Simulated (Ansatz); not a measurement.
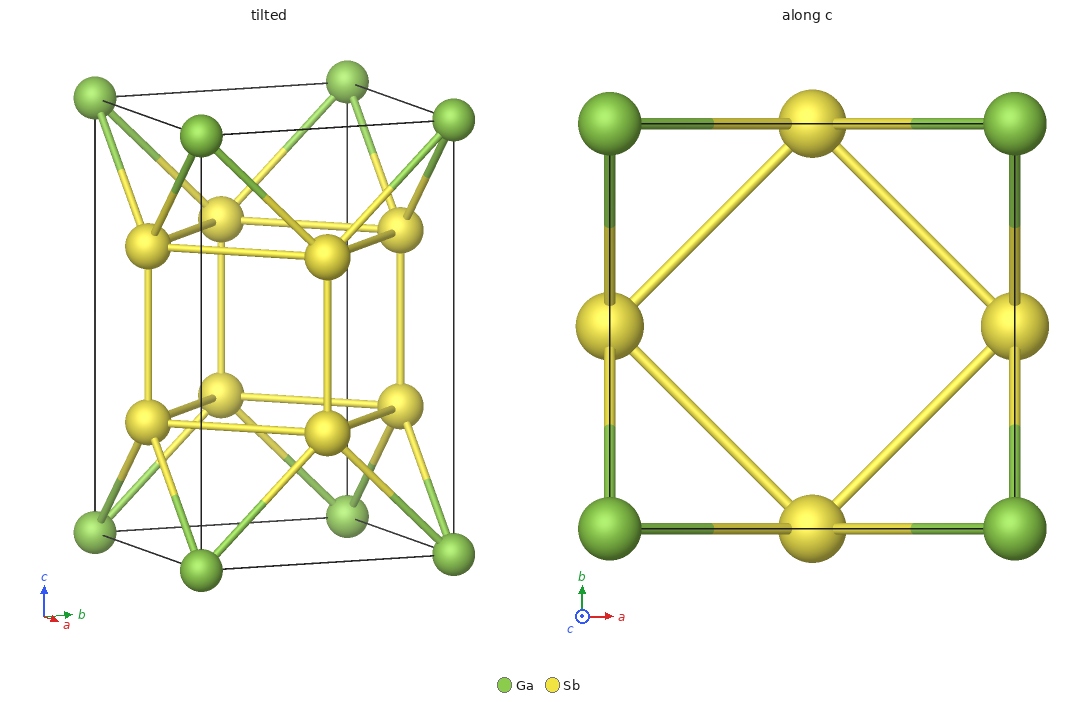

A ball-and-stick rendering, viewed slightly off an axis and along the c axis. The box is the conventional unit cell; atoms on or close to its faces, edges and corners are drawn wherever they repeat. Cell: a = 4.54 Å, b = 4.54 Å, c = 7.28 Å, α = 90.00°, β = 90.00°, γ = 90.00°.

The initial geometry was a random cell made by a generator, so it need not be a real form of the compound. Earlier steps of the study, as a rule a relaxation of our own, may have changed the cell and positions, so they can lie some per cent off the listed ones. It was run through Ansatz as a DFT input.

> Explain the picture.

It has the composition GaSb4. It belongs to space group P4/mmm (No. 123) and has a primitive tetragonal lattice. One cell contains 1 Ga, 4 Sb, 5 atoms in all. The coordination, counted out to bonding distance, is Ga 8 and Sb 7.

Level of theory and settings: DFT PBE, scalar-relativistic, plane waves, PAW (Ansatz), a 420 eV plane-wave basis, 8×8×6 k-mesh, Gaussian smearing of 0.1 eV, no spin polarisation.

> What is the electronic character?

A metal: bands cross the Fermi level.

> What charge does Bader's analysis assign to each element?

Ga +0.23 e; Sb -0.06 e.

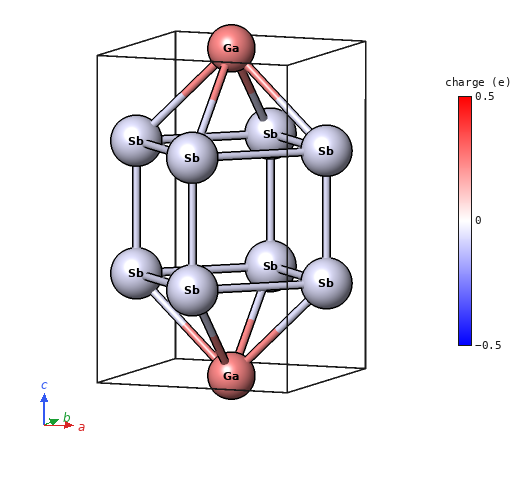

The atoms coloured by those charges. The run's cell of 5 atoms is drawn, so axes and origin can differ from the first picture.

> Has the structure come to rest?

Yes. All forces vanish to within 0.01 eV/Å. The pressure is 0.0 GPa, close to zero.
